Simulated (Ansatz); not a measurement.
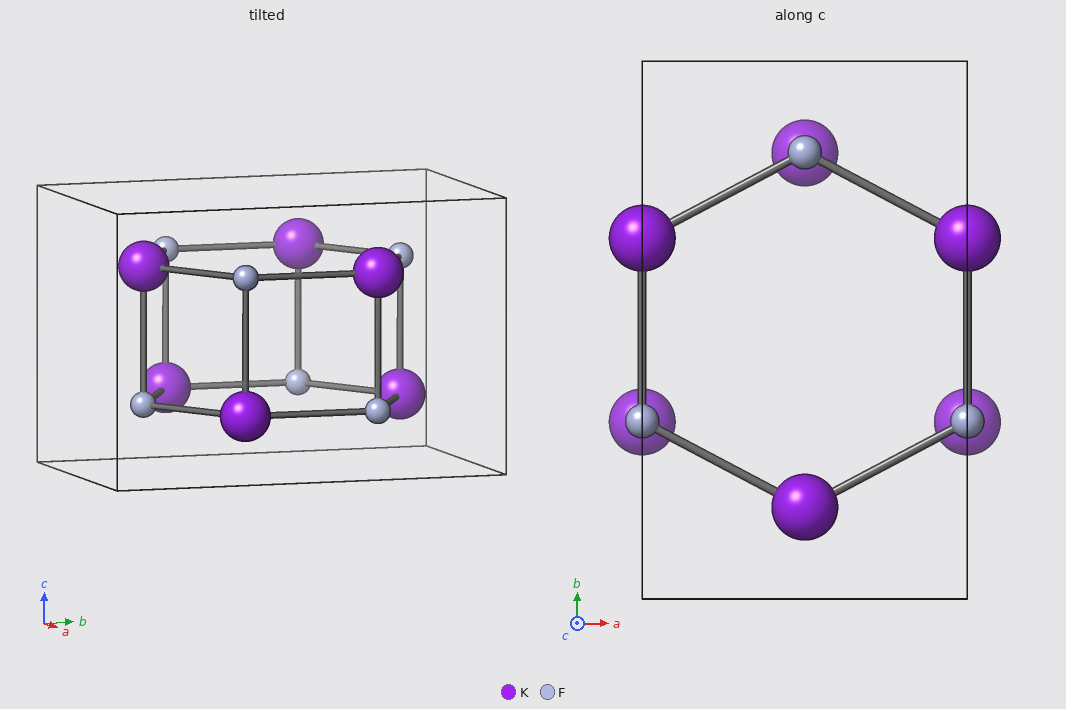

The crystal in a ball-and-stick representation, seen slightly off an axis and along the c axis. Atoms at the boundary of the conventional unit cell (the box) are drawn once for each face, edge or corner they touch.

KF, space group Cmcm (No. 63), a = 4.696 Å, b = 7.768 Å, c = 5.271 Å, α = 90.00°, β = 90.00°, γ = 90.00°. It goes back to a structure type filled with these elements by a generator (whether the compound takes this form wasn't checked). The cell was then strained or its atoms displaced on purpose. It was the input of a calculation with Ansatz.

This one geometry was computed with Ansatz (DFT, plane waves, PAW) at three levels of theory: PBE, HSE06 and r2SCAN. It was relaxed with r2SCAN and then strained.

Question: How does the band gap change with the level of theory?

Answer: PBE: a gap of 5.21 eV, direct; r2SCAN: a gap of 5.81 eV, direct; HSE06: a gap of 7.09 eV, direct.

Question: Collect the results in a table.

Answer:
| level | cutoff (eV) | k-mesh of the run's cell | gap (eV) | pressure (GPa) |
| --- | --- | --- | --- | --- |
| PBE | 420 | 6×6×6 | 5.21 | 0.1 |
| HSE06 | 420 | 6×6×4 | 7.09 | -0.5 |
| r2SCAN | 500 | 6×6×6 | 5.81 | -1.0 |

Gaps are taken on the k-mesh or band path of each run.
